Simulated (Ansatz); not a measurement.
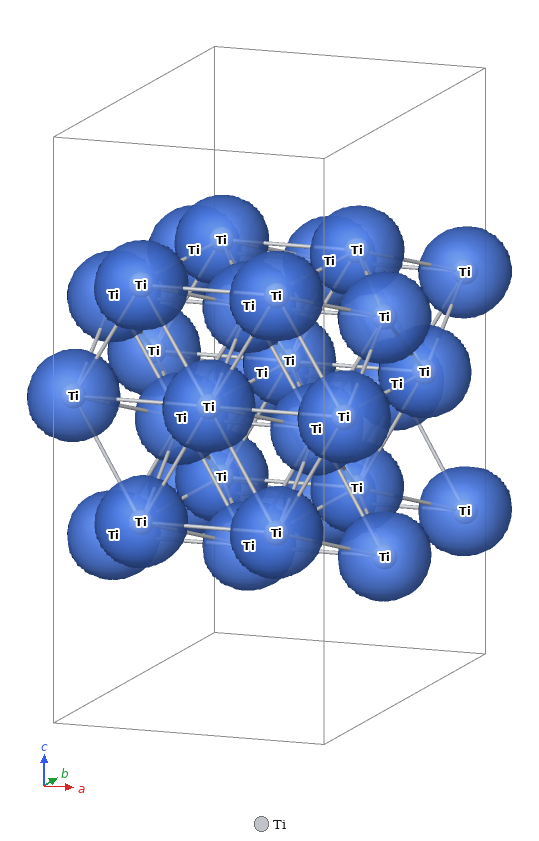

*Ti (slab). Isosurface of the valence pseudo-density at 0.5 e/Å³ (blue), seen slightly off an axis. Sticks mark near contacts.*

Not relaxed (largest force 0.4 eV/Å); computed without spin polarisation; PAW files of the earlier set (soft_1).

Method: DFT PBE, scalar-relativistic, plane waves, PAW (Ansatz 0.2.0).

Core electrons are frozen (PAW), and the valence fields are smoothed inside the atomic spheres.

**Which contacts does the surface bridge?**

At this value the density breaks into separate islands; it holds about 75 % of the electrons treated as valence (semicore included). It bridges none of the near contacts. It is pinched off along the sampled Ti–Ti (2.83 Å), Ti–Ti (2.87 Å) and Ti–Ti (2.92 Å) contacts. On the grid the lowest density along these lines, outside the cores, is 0.22 e/Å³ (Ti–Ti, 2.83 Å), 0.19 e/Å³ (Ti–Ti, 2.87 Å) and 0.19 e/Å³ (Ti–Ti, 2.92 Å).
